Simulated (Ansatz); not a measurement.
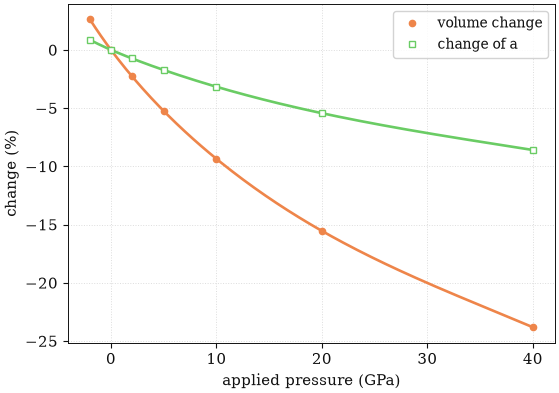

Volume change and change of a against applied pressure for Al, space group P6_3/mmc (No. 194).

The change of b equals the change of a.

The volume change falls from 2.62 % at applied pressure −2 GPa to −23.82 % at 40 GPa. The change of a falls from 0.86 % at applied pressure −2 GPa to −8.60 % at 40 GPa. The solid is metallic at every point.

How it was computed, with Ansatz 0.2.0: volume, enthalpy and cell of a crystal along a series of hydrostatic pressures at zero temperature, keeping its symmetry; changes are against the given cell; the k mesh follows the cell and the gap; plane waves with PAW datasets, Γ-centred k mesh. Level: PBEsol, no spin polarisation.

- wave cutoff: 420 eV
- occupations: Gaussian
- k mesh at zero pressure: 18×18×6
- smearing width at zero pressure: 0.1 eV

Cell as given: a = 2.836 Å, b = 2.836 Å, c = 9.322 Å, α = 90.00°, β = 90.00°, γ = 120.00°; 4 atoms.
